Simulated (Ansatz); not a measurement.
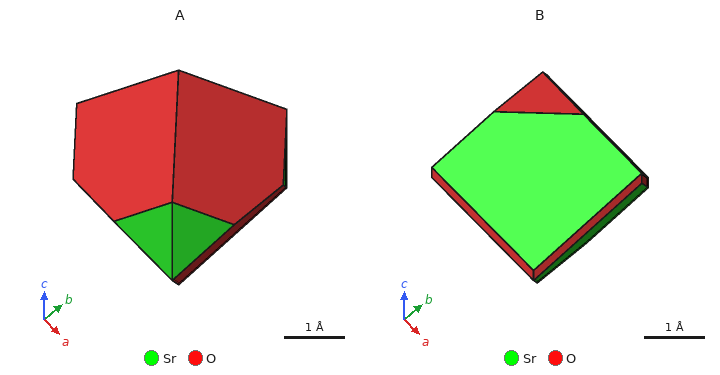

Computed Voronoi cells of the 2 sites of this structure, drawn to one scale and in one orientation; each face has the colour of the neighbour behind it.

SrO, space group P6_3/mmc (No. 194), a = 3.521 Å, b = 3.521 Å, c = 6.156 Å, α = 90.00°, β = 90.00°, γ = 120.00°

```tsv
site	Wyckoff	x	y	z
Sr	2c	0.3333	0.6667	0.2500
O	2a	0.0000	0.0000	0.0000
```

Source: the geometry relaxed with Ansatz, DFT, PBEsol, plane waves, PAW.

Question: Which cell belongs to which site?

Answer: A is Sr (12 faces above 1 % of the solid angle, 16.9 Å³, mostly facing O); B is O (8 faces above 1 % of the solid angle, 16.2 Å³, mostly facing Sr).
